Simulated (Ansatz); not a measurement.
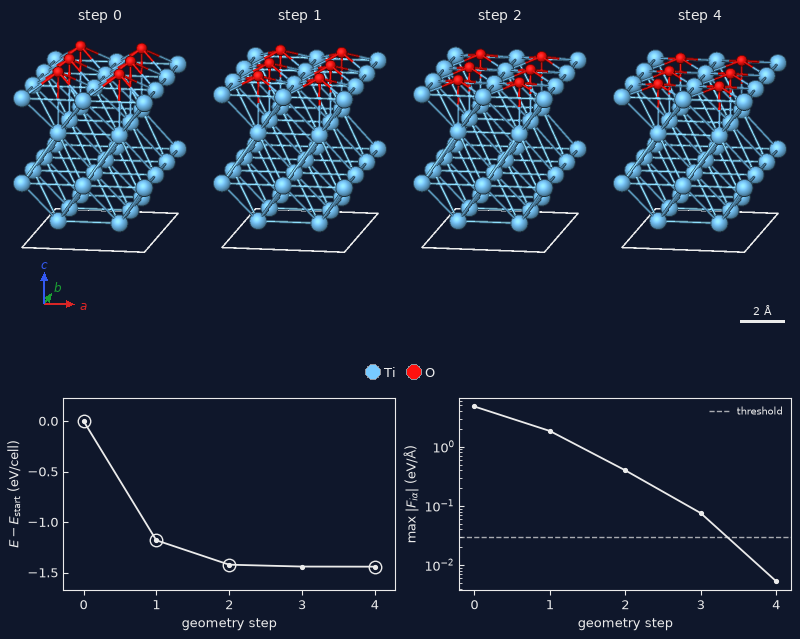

Frames of a constrained relaxation of a slab of composition Ti4O (cut from the Fm-3m phase), marked on the history of the run. A ball-and-stick model of the 2 × 3 repeat of the cell, outlined in the plane, without the vacuum, seen slightly off an axis.

Case: O put over a Ti atom of a lower plane. The slab is the (1 0 0) face of Ti with O on it. 2 atoms are held fixed.

Method: DFT PBEsol, scalar-relativistic, plane waves, PAW in Ansatz 0.2.0.

The input:
```yaml
crystal:
  lattice:
    - [2.8679135958, 0.0, 0.0]
    - [0.0, 2.8679135958, 0.0]
    - [0.0, 0.0, 25.0837634544]
  atoms:
    - { symbol: Ti, position: [0.5, 0.5, 0.3388646212] }
    - { symbol: Ti, position: [0.0, 0.0, 0.4197105897] }
    - { symbol: Ti, position: [0.5, 0.5, 0.5045747292] }
    - { symbol: Ti, position: [0.0, 0.0, 0.579220464] }
    - { symbol: O, position: [0.5, 0.5, 0.61908689] }
basis:
  ecutwfc: 420
kpoints:
  mp_grid: { grid: [10, 10, 1] }
hamiltonian:
  xc: pbesol
scf:
  occupations: { method: gaussian, width: 0.1 }
output:
  forces: true
  eigenvalues: true
  write_density: true
  write_potential: true
  elf: true
  volumetric_format: npy
relax:
  adjacent_minimum: "off"
  f_tol: 0.03
  max_steps: 70
  constraints: [{ sites: [0, 1] }]
efield:
  axis: 3
  dipole_correction: true
  ramp_width: 0.04
```

Run as
```bash
ansatz run input.yaml --threads 1 --pin off --max-ram 2560MiB --backend cpu --events-out ev --progress --plain --runs-dir out
```

Describe the path.

Answer. After 4 geometry steps the energy has fallen by 1.441 eV per cell of the calculation. Largest force component: 4.8 eV/Å at the start, 0.0053 eV/Å at the end. O5 moves most: 0.57 Å along the normal (−c). Largest moves by element: O 0.57 Å, Ti 0.06 Å. The lattice vectors keep their values. Among the contacts that change: Ti3–O5 2.872 → 2.332 Å, Ti4–O5 2.261 → 2.061 Å, Ti3–Ti4 2.760 → 2.825 Å, Ti2–Ti3 2.940 → 2.916 Å. Bond angles that change, for instance: Ti4–O5–Ti4 127.5° → 159.6°, Ti4–O5–Ti4 78.7° → 88.2°. From step 0 to 1: O5 moves most (0.19 Å), energy −1.180 eV per cell of the calculation. From step 1 to 2: O5 moves most (0.19 Å), energy −0.241 eV per cell of the calculation. From step 2 to 4: O5 moves most (0.18 Å), energy −19.7 meV per cell of the calculation.

```
step  E − E(0), meV/atom  largest force component, eV/Å
   0                0.00                         4.7941
   1             -236.07                         1.8484
   2             -284.33                         0.3992
   3             -288.05                         0.0756
   4             -288.28                         0.0053
```

Limits of the set-up: the periodic images lie only 2.9 Å apart, so the values are limited by the cell's size.
